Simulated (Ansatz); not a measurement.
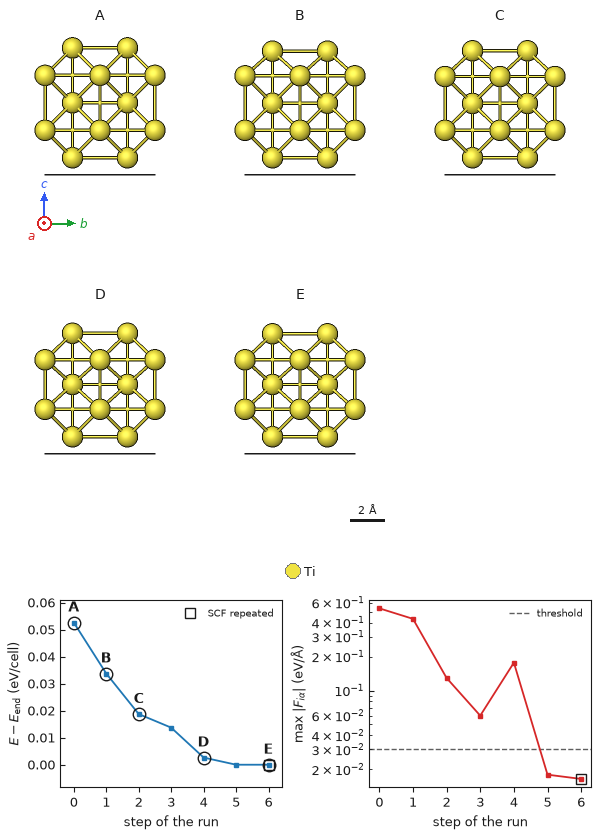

Frames of a constrained relaxation of a slab of composition Ti (cut from the Im-3m phase), marked on the history of the run. Style: ball-and-stick. Shown: the 2 × 2 repeat of the cell, outlined in the plane, without the vacuum, along the a axis.

Case: clean slab, lower half held. The slab is the (1 0 0) face of Ti. 2 atoms are held fixed.

Level of theory: DFT r2SCAN, scalar-relativistic, plane waves, PAW in Ansatz. Settings: plane-wave cutoff 500 eV; k-point mesh 9 × 9 × 1; occupations gaussian; smearing width 0.1 eV; no spin polarisation; dipole correction; atoms relaxed in a fixed cell; force threshold 0.03 eV/Å; at most 70 steps.

**What happens along the run?**

The energy falls by 52.6 meV per cell of the calculation in 5 accepted moves (6 points after the start). The largest force component goes from 0.53 to 0.016 eV/Å. 1 step only repeated the SCF at the same geometry. A Ti atom moves most: 0.41 Å along the normal (−c). The cell stays as it was. Among the contacts that change: Ti–Ti 3.252 → 2.928 Å, Ti–Ti 3.252 → 2.998 Å, Ti–Ti 3.252 → 3.094 Å, Ti–Ti 2.816 → 2.724 Å. Cost: 2.1 min on 2 threads of Arm Neoverse V1, on a shared host, peak memory 0.89 GiB. From step 0 to 1: a Ti atom moves most (0.19 Å), energy −18.9 meV per cell of the calculation. From step 1 to 2: a Ti atom moves most (0.04 Å), energy −15.0 meV per cell of the calculation. From step 2 to 4: a Ti atom moves most (0.25 Å), energy −16.1 meV per cell of the calculation. From step 4 to 6: a Ti atom moves most (0.03 Å), energy −2.7 meV per cell of the calculation.
